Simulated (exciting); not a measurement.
**A series of single points on HfB**

System: HfB (2 atoms in the cell).
Method: Kohn-Sham DFT of a periodic cell, PBE, all-electron LAPW+lo, shipped species files, no spin polarisation (exciting sodium).

The 7 runs differ only in the geometry, by an even scaling of the cell at fixed fractional positions. The structure derives from an entry of the Crystallography Open Database.

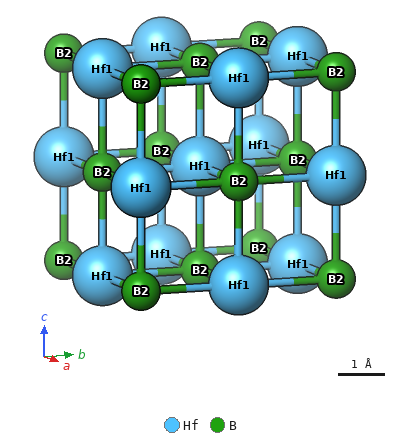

Figure 1. The structure of run 4 (ball-and-stick view of the cell 4 times as large as that of the calculation, set on its symmetry axes, seen slightly off an axis; atoms are numbered from 1 in the order of the input).

## Input of run 4
```
<input>
  <title>HfB</title>
  <structure speciespath="./" tshift="false">
    <crystal scale="1">
      <basevect>0.000000000000 4.365267347886 4.365267347886</basevect>
      <basevect>4.365267347886 0.000000000000 4.365267347886</basevect>
      <basevect>4.365267347886 4.365267347886 0.000000000000</basevect>
    </crystal>
    <species speciesfile="Hf.xml" rmt="2.3">
      <atom coord="0.500000000000 0.500000000000 0.500000000000"/>
    </species>
    <species speciesfile="B.xml" rmt="1.45">
      <atom coord="0.000000000000 0.000000000000 0.000000000000"/>
    </species>
  </structure>
  <groundstate do="fromscratch" ngridk="10 10 10" rgkmax="7" gmaxvr="14" lmaxapw="10" lmaxmat="10" lmaxvr="8" xctype="GGA_PBE" stype="Fermi Dirac" swidth="0.00183747" nempty="14" ValenceRelativity="iora*" epsengy="1e-05" epspot="1e-05" maxscl="60" tforce="true" outputlevel="normal"/>
  <properties>
    <chargedensityplot>
      <plot3d>
        <box grid="17 17 17">
          <origin coord="0 0 0"/>
          <point coord="1 0 0"/>
          <point coord="0 1 0"/>
          <point coord="0 0 1"/>
        </box>
      </plot3d>
    </chargedensityplot>
    <elfplot>
      <plot3d>
        <box grid="17 17 17">
          <origin coord="0 0 0"/>
          <point coord="1 0 0"/>
          <point coord="0 1 0"/>
          <point coord="0 0 1"/>
        </box>
      </plot3d>
    </elfplot>
    <exccplot>
      <plot3d>
        <box grid="17 17 17">
          <origin coord="0 0 0"/>
          <point coord="1 0 0"/>
          <point coord="0 1 0"/>
          <point coord="0 0 1"/>
        </box>
      </plot3d>
    </exccplot>
  </properties>
</input>
```

Command:
```bash
OMP_NUM_THREADS=1 exciting_smp
```

Run 3 has the same physical settings and fractional positions; its lattice vectors (Å) are:
```
   0.000000    2.294496    2.294496
   2.294496    0.000000    2.294496
   2.294496    2.294496    0.000000
```

## Results, with one run withheld

```csv
run,volume per atom (Å³),"free energy per atom, from the lowest run given (meV)"
1,11.587,281.11
2,11.833,211.75
3,12.080,?
4,12.326,102.40
5,12.573,60.80
6,12.819,26.84
7,13.066,0.00
```

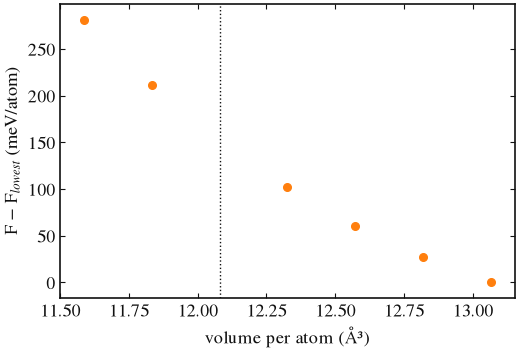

Figure 2. Free energy per atom of the runs given; the dotted line marks run 3.

What should run 3 give?

A cubic polynomial in V^(−2/3) (the Birch–Murnaghan form), fitted to the 6 runs given, misses them by at most 0.07 meV per atom. With x = V^(−2/3) − 0.18718 Å⁻², it reads F = 98.294 + 18035 x + 5.535e+05 x² + 1.2143e+05 x³ (meV per atom). At run 3 it gives 152.34 meV per atom, and the run itself gives 152.47. The fit has no minimum inside this range.

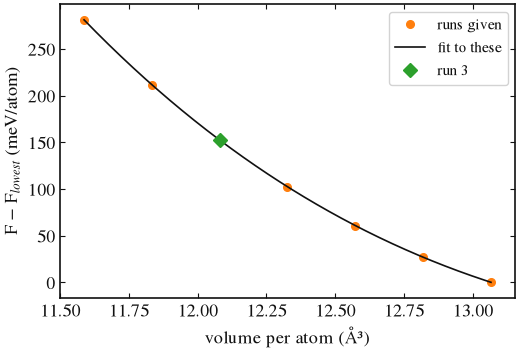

Figure 3. The fit and the withheld run.

## Some lines of the output (run 3)
```
[...]
 Fermi energy                               :         0.43318620
 DOS at Fermi energy (states/Ha/cell)       :        33.18478502
 Absolute change in total energy   (target) :  0.434425E-04  ( 0.100000E-04)
 Total energy                               :    -15122.70111415
 DOS at Fermi energy (states/Ha/cell)       :        33.18478101
 Absolute change in total energy   (target) :  0.103239E-04  ( 0.100000E-04)
 Total energy                               :    -15122.70111370
 DOS at Fermi energy (states/Ha/cell)       :        33.18477637
 Absolute change in total energy   (target) :  0.452803E-06  ( 0.100000E-04)
 Total energy                               :    -15122.70111438
 DOS at Fermi energy (states/Ha/cell)       :        33.18477897
 Absolute change in total energy   (target) :  0.686041E-06  ( 0.100000E-04)
 Total energy                               :    -15122.70111334
 DOS at Fermi energy (states/Ha/cell)       :        33.18477866
```

Notes: Spin–orbit coupling is left out, which matters for Hf.
